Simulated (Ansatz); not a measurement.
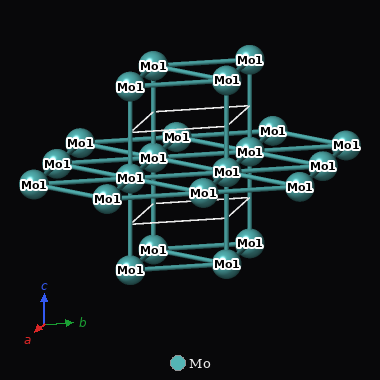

The system is Mo (P6/mmm, No. 191; 1 atom in the cell); the picture shows the reference structure. 
- The cell is strained homogeneously, by one strain along x and y and another along z, with fractional coordinates fixed (x along [1 0 0], z along [0 0 1] of the conventional cell).
- Coordinates scanned: (1) strain along x and y; (2) strain along z.
- Grid: 5 × 5 points.
- Points are written as (first, second).
- Energies are in meV/atom, from the lowest grid point.
- The reference cell is the one listed in the database, not relaxed at this level.
- Level of theory: Ansatz 0.2.0, DFT r2SCAN, scalar-relativistic, plane waves, PAW. Settings: cutoff 500 eV, k-mesh 18×18×18, gaussian smearing 0.15 eV, no spin polarisation.

Its coordinates:

```
CELL_PARAMETERS angstrom
2.73551 0.00000 0.00000
-1.36776 2.36902 0.00000
0.00000 0.00000 2.55518
ATOMIC_POSITIONS crystal
Mo 0.00000 0.00000 0.50000
```

Range: strain along x and y from −3.0 to 3.0 %; strain along z from −3.0 to 3.0 %.

**Predict the map.**

The lowest grid point is at (0.0 %, 0.0 %). The bottom of the well lies between grid points, at about (0.6 %, −0.9 %), about 2.8 meV/atom lower on the interpolated surface. No other kind of well shows on this grid. The highest grid point, (−3.0 %, −3.0 %), lies 107 meV/atom above the lowest. Round the minimum the valley is somewhat tilted: raising strain along x and y shifts the best value of strain along z downwards (coupling k₁₂/√(k₁₁k₂₂) about 0.3).

```tsv
strain along z ↓, strain along x and y →	−3.0	−1.5	0.0	1.5	3.0
3.0	85	42	29	43	80
1.5	75	27	10	20	54
0.0	74	21	0	6	35
−1.5	84	27	1	2	25
−3.0	107	44	12	7	24
```

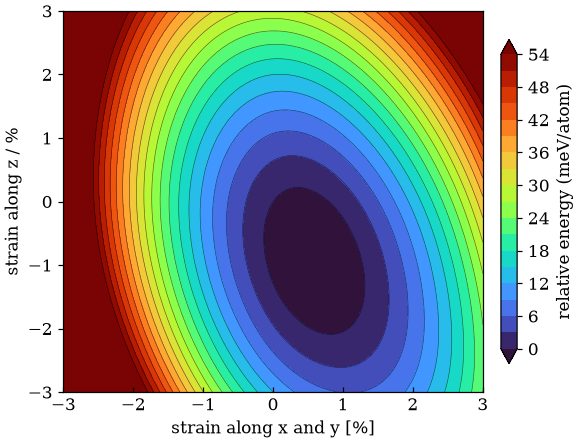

Drawn: filled contours, one colour for all values above the top of the scale. Between grid points the surface is interpolated.
